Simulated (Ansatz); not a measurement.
# CHF₃: single-point calculation

- system: CHF₃, multiplicity 3
- method: UKS PBE-QIDH/cc-pVTZ-DK (Ansatz 0.2.0)

The geometry comes from this level: PBE0-D4/def2-TZVP. Figures and captions count atoms from 1; the log counts them from 0 in places.

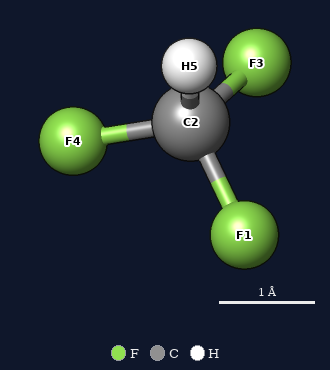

The input geometry (ball-and-stick view, seen at a tilt; atoms are numbered from 1 in the order of the input). Bond lengths as drawn: C–F 1.33 Å and C–H 1.09 Å.

**The input**
```yaml
crystal:
  periodic: [false, false, false]
  atoms:
    - {symbol: F, position_ang: [-0.668654, -0.329700, 1.079191]}
    - {symbol: C, position_ang: [0.019501, 0.056359, 0.006823]}
    - {symbol: F, position_ang: [1.047346, -0.773770, -0.157468]}
    - {symbol: F, position_ang: [-0.772567, -0.035087, -1.059417]}
    - {symbol: H, position_ang: [0.374374, 1.082208, 0.130871]}
basis:
  gaussian: {orbitals: cc-pVTZ-DK, final_grid: {core_spheres: 5, valence_spheres: 4, degree: 11}}
magnetization: {spin_polarized: true, initial_magnetization: 2}
hamiltonian: {xc: {name: PBE-QIDH}}
scf: {lower_state_search: full}
output: {forces: true}
```

Run on 4 threads of Arm Neoverse V2, 23 GiB of memory available, shared host.

Run as:
```bash
ansatz run in.yaml --threads 4 --pin off --events-out ev --progress --plain --max-ram 10444MiB
```

**What the program printed**
```
Functional definition: PBE-QIDH
  name "PBE-QIDH"
  cite "Brémond, Sancho-García, Pérez-Jiménez & Adamo, J. Chem. Phys. 141, 031101 (2014) doi:10.1063/1.4890314"
  cite "Perdew, Burke & Ernzerhof, Phys. Rev. Lett. 77, 3865 (1996) doi:10.1103/PhysRevLett.77.3865"
  parameter a = 3^(-1/3)
  parameter c = 1/3
  exchange = (1 - a)*pbe_x + a*exact_x
  correlation = (1 - c)*pbe_c + c*(mp2_os + mp2_ss)
833 factors; integrals over basis functions are off by at most 1.3e-3 eV
mean field evaluation 1: about -9182.2975 eV, gradient 2.2e1 eV
mean field evaluation 2: about -9182.4911 eV, gradient 2.2e1 eV
mean field evaluation 4: about -9184.4798 eV, gradient 3.7e0 eV
mean field evaluation 8: about -9184.6184 eV, gradient 2.6e-1 eV
mean field evaluation 16: about -9184.6199 eV, gradient 1.2e-3 eV
mean field evaluation 32: about -9184.6196 eV, gradient 9.9e-2 eV
mean field evaluation 64: about -9184.6199 eV, gradient 2.0e-2 eV
a density is far from that of the atoms, so the factors are made again for it
857 factors; integrals over basis functions are off by at most 1.3e-3 eV
mean field evaluation 96: about -9184.6197 eV, gradient 8.1e-2 eV
mean field evaluation 128: about -9184.6199 eV, gradient 3.6e-4 eV
mean field evaluation 160: about -9184.6199 eV, gradient 1.3e-4 eV
mean field -9184.61992477 eV, -337.5285566762 hartree, gradient 2.4e-6 eV, S^2 2.009096; 3 other end points of the search recorded, 0 dependent functions left out
4 core orbitals not correlated: weight in the atoms' cores, before any rotation towards them, 1.000 or more for the frozen orbitals, at most 0.000 for the correlated occupied ones
reference -9184.61993015 eV, -337.5285568741 hartree; 14, 12 occupied and 116, 118 virtual orbitals, 857 factors
second order -27.85881601 eV of doubles, -0.00000000 eV of singles
the calculation of the forces begins
Total energy: -9193.90620216 eV, -337.8698210758 hartree
Relativity: scalar
Atom 0 at    -0.668654    -0.329700     1.079191 Å, force     1.136945     1.835915    -0.774979 eV/Å
Atom 1 at     0.019501     0.056359     0.006823 Å, force    -5.164558   -15.072636    -1.753944 eV/Å
Atom 2 at     1.047346    -0.773770    -0.157468 Å, force    -0.401629     2.234073     0.333817 eV/Å
Atom 3 at    -0.772567    -0.035087    -1.059417 Å, force     1.221129     1.624810     1.110994 eV/Å
Atom 4 at     0.374374     1.082208     0.130871 Å, force     3.208113     9.377839     1.084112 eV/Å
Dipole moment:    -0.288181    -0.833724    -0.100499 e Å
```

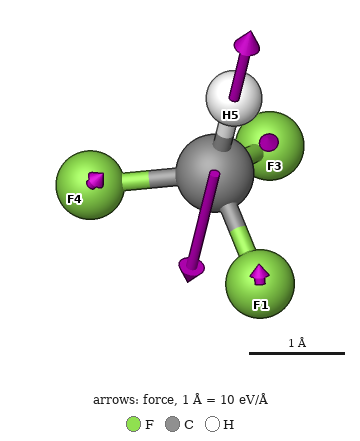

Forces on the atoms as pink arrows (ball-and-stick view, seen at a tilt; atoms are numbered from 1 in the order of the input). The largest act on C2 (16.03 eV/Å); H5 (9.97 eV/Å). The geometry is not a stationary point of this energy.

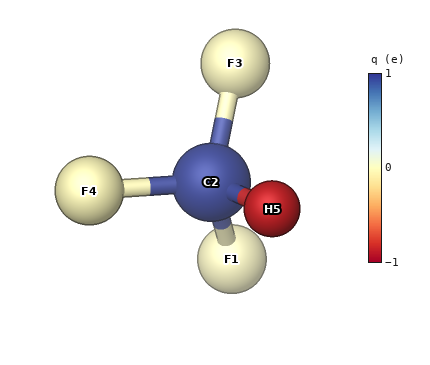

Mulliken charges, as the colour of each atom (ball-and-stick view, seen at a tilt; atoms are numbered from 1 in the order of the input). By element: F −0.03, C +0.96 and H −0.85 e.

**Key numbers**

```csv
quantity,value
outcome,converged
total energy,−9193.9062 eV
mean-field energy,−9184.6199 eV
⟨S²⟩,2.009
SCF solution under orbital rotations,stable
largest force (length of the vector),16.029 eV/Å
dipole moment,4.26 D
wall time,6 s (CPU time 22 s)
peak memory,0.42 GiB
```
